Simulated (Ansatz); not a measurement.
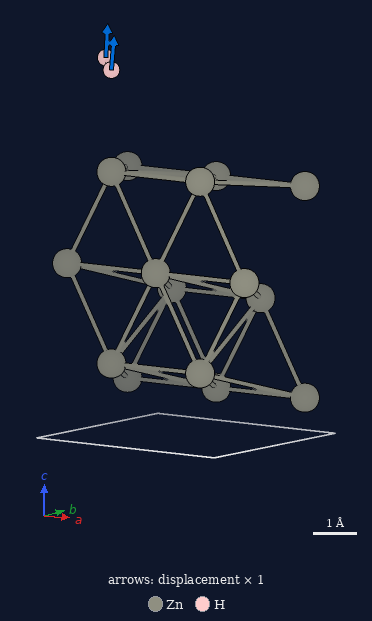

A constrained relaxation of a slab of composition Zn6H (cut from the P6_3/mmc phase). The starting structure is drawn; blue arrows show the displacements, at their true length.

Style: ball-and-stick. Shown: the cell of the calculation, outlined in the plane, without the vacuum, from a free direction.

Case: 1 H2 a cell, tilted, over a top Zn site. The slab is the (1 0 0) face of Zn with H2 on it. 6 atoms are held fixed.

All numbers below come from Ansatz, DFT PBE+D3(BJ), scalar-relativistic, plane waves, PAW.

Input
```yaml
crystal:
  lattice:
    - [5.2355063798, 0.0, 0.0]
    - [0.0, 4.8035762477, 0.0]
    - [0.0, 0.0, 23.478761781]
  atoms:
    - { symbol: Zn, position: [0.5, 0.75, 0.3407334712] }
    - { symbol: Zn, position: [0.0, 0.75, 0.3407334712] }
    - { symbol: Zn, position: [0.75, 0.25, 0.3729191657] }
    - { symbol: Zn, position: [0.25, 0.25, 0.3729191657] }
    - { symbol: Zn, position: [0.75, 0.75, 0.4372905547] }
    - { symbol: Zn, position: [0.25, 0.75, 0.4372905547] }
    - { symbol: Zn, position: [0.0, 0.25, 0.4703144168] }
    - { symbol: Zn, position: [0.5, 0.25, 0.4703144168] }
    - { symbol: Zn, position: [0.0, 0.75, 0.5568515701] }
    - { symbol: Zn, position: [0.5, 0.75, 0.5568515701] }
    - { symbol: Zn, position: [0.25, 0.25, 0.5686421156] }
    - { symbol: Zn, position: [0.75, 0.25, 0.5686421156] }
    - { symbol: H, position: [0.25, 0.25, 0.6725658243] }
    - { symbol: H, position: [0.1483336518, 0.3527258005, 0.6806156525] }
basis:
  ecutwfc: 420
kpoints:
  mp_grid: { grid: [4, 4, 1] }
hamiltonian:
  xc: pbe
  dispersion: d3bj
scf:
  occupations: { method: gaussian, width: 0.1 }
output:
  forces: true
  eigenvalues: true
relax:
  adjacent_minimum: "off"
  f_tol: 0.04
  max_steps: 100
  constraints: [{ sites: [0, 1, 2, 3, 4, 5] }]
efield:
  axis: 3
  dipole_correction: true
  ramp_width: 0.04
```

Command:
```bash
ansatz run input.yaml --threads 4 --pin off --max-ram 10240MiB --backend cpu --events-out ev --progress --plain --runs-dir out
```

Question: What happened in the run?

Answer: The atom that moves furthest is H13 (0.85 Å along the normal (+c)). By element the largest moves are H 0.85 Å, Zn 0.01 Å. The lattice vectors keep their values. Near-neighbour distances that change, for instance: Zn11–Zn12 2.618 → 2.624 Å, Zn7–Zn11 2.654 → 2.648 Å, Zn10–Zn11 2.749 → 2.745 Å, Zn3–Zn8 2.635 → 2.630 Å. Over 6 geometry steps the energy falls by 77.8 meV per cell of the calculation. The largest force component goes from 0.15 to 0.0047 eV/Å.

Limits of the set-up: the periodic images lie only 4.8 Å apart, so the values are limited by the cell's size.
